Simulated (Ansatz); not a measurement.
**SiO₂: density, localisation and related maps**

Input file:

```
crystal:
  lattice:
    - [5.0690738885, 0.0, 0.0]
    - [-2.5345369442, 4.3899467611, 0.0]
    - [0.0, 0.0, 8.55848854]
  atoms:
    - { symbol: Si, position: [0.3333333333, 0.6666666667, 0.4371258] }
    - { symbol: Si, position: [0.3333333333, 0.6666666667, 0.0628742] }
    - { symbol: Si, position: [0.6666666667, 0.3333333333, 0.5628742] }
    - { symbol: Si, position: [0.6666666667, 0.3333333333, 0.9371258] }
    - { symbol: O, position: [0.421258745, 0.0, 0.0] }
    - { symbol: O, position: [0.3333333333, 0.6666666667, 0.25] }
    - { symbol: O, position: [0.6666666667, 0.3333333333, 0.75] }
    - { symbol: O, position: [0.0, 0.578741255, 0.5] }
    - { symbol: O, position: [0.578741255, 0.578741255, 0.0] }
    - { symbol: O, position: [0.578741255, 0.0, 0.5] }
    - { symbol: O, position: [0.421258745, 0.421258745, 0.5] }
    - { symbol: O, position: [0.0, 0.421258745, 0.0] }
hamiltonian:
  xc: r2scan
  pseudopotentials: { kind: paw }
kpoints:
  mp_grid: { grid: [6, 6, 3] }
  band_path:
    path:
      - [[0.0, 0.0, 0.0], [0.5, 0.0, 0.0], [0.3333333333, 0.3333333333, 0.0], [0.0, 0.0, 0.0], [0.0, 0.0, 0.5], [0.5, 0.0, 0.5], [0.3333333333, 0.3333333333, 0.5], [0.0, 0.0, 0.5]]
      - [[0.5, 0.0, 0.5], [0.5, 0.0, 0.0]]
      - [[0.3333333333, 0.3333333333, 0.0], [0.3333333333, 0.3333333333, 0.5]]
    npoints: 10
scf:
  occupations: { method: fermi_dirac, width: 0.05 }
  n_extra_bands: 30
output:
  forces: true
  stress: true
  eigenvalues: true
  fatbands: false
  write_density: true
  write_potential: true
  elf: true
  volumetric_format: npy
```

Launched as:

```sh
ansatz run input.yaml --threads 4 --pin off --max-ram 11264MiB --backend cpu --events-out ev --progress --plain --runs-dir out
```

Below, planes, directions and counts refer to the conventional cell (a = 5.07 Å, b = 5.07 Å, c = 8.56 Å, α = 90.00°, β = 90.00°, γ = 120.00°).

Space group P6₃22; a structure from a database of computed crystals, not necessarily the ambient phase.

Level of theory: Kohn-Sham DFT of a periodic cell, r2SCAN, Ansatz PAW (Ansatz 0.2.0).

In a PAW calculation such maps are meaningful between the atoms, not at the nuclei.

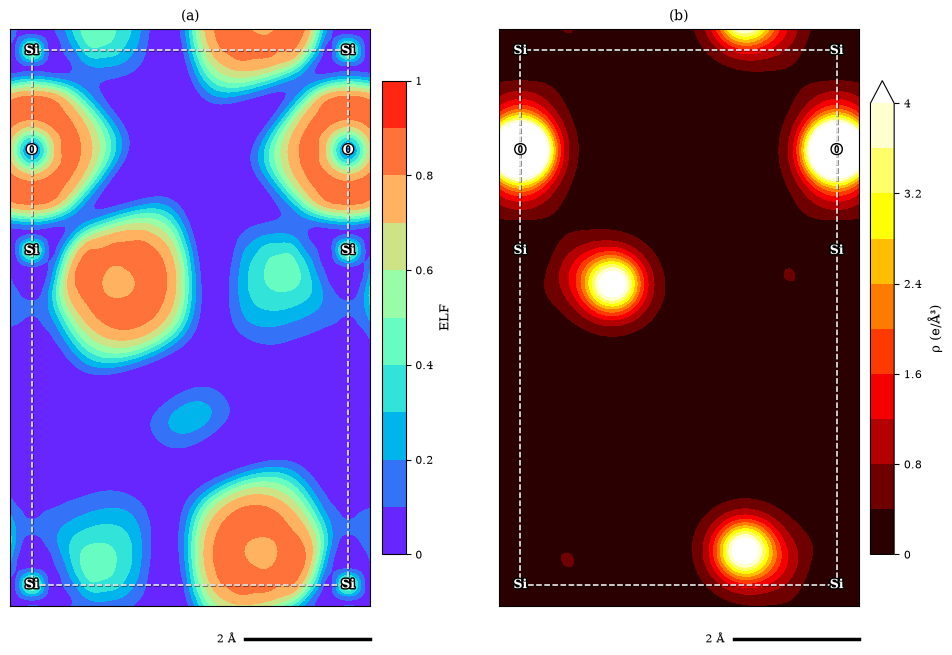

Figure 1. (a) ELF; (b) valence pseudo-density on the (100) plane of the conventional cell.

> What do the fields say about this system?

The plane passes through Si and O nuclei.
Atoms just off the plane (O, 0.4 Å away) can leave unmarked features too.
Si–O (1.60 Å): the density is about 1.3 e/Å³ at the midpoint; the ELF peaks at about 0.85 between the atoms; a polar covalent bond.
The density dies away to nearly zero in the voids.
The ELF also peaks beside O, away from the bonds: lone-pair regions.

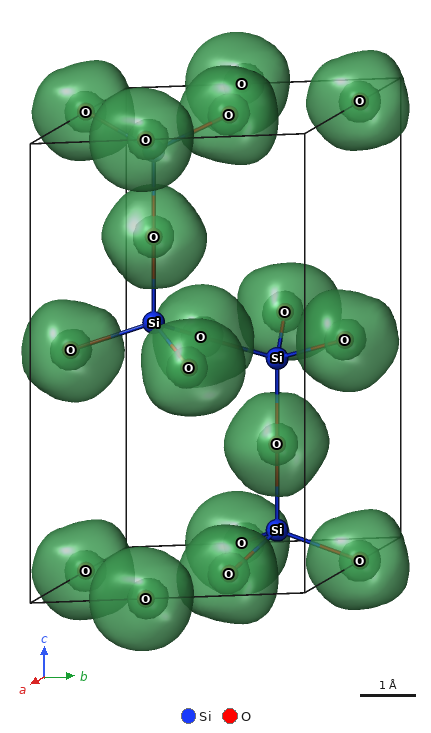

Figure 2. Isosurface of the electron localisation function at 0.7 (green), seen slightly off an axis. Core shells and regions of very low density are left out. Sticks mark near contacts.

> Identify the bonds, lone pairs and shells in this picture.

The ELF exceeds this value in eight regions on O in which the atom's valence shell and bonds are merged, counted in one cell of 12 atoms. Regions shared between cells count once.

> Does the calculation give a band gap?

It is gapped, with a Kohn–Sham gap of 6.2 eV on the k-point mesh (the band edges may lie off the mesh, which would make the gap smaller).
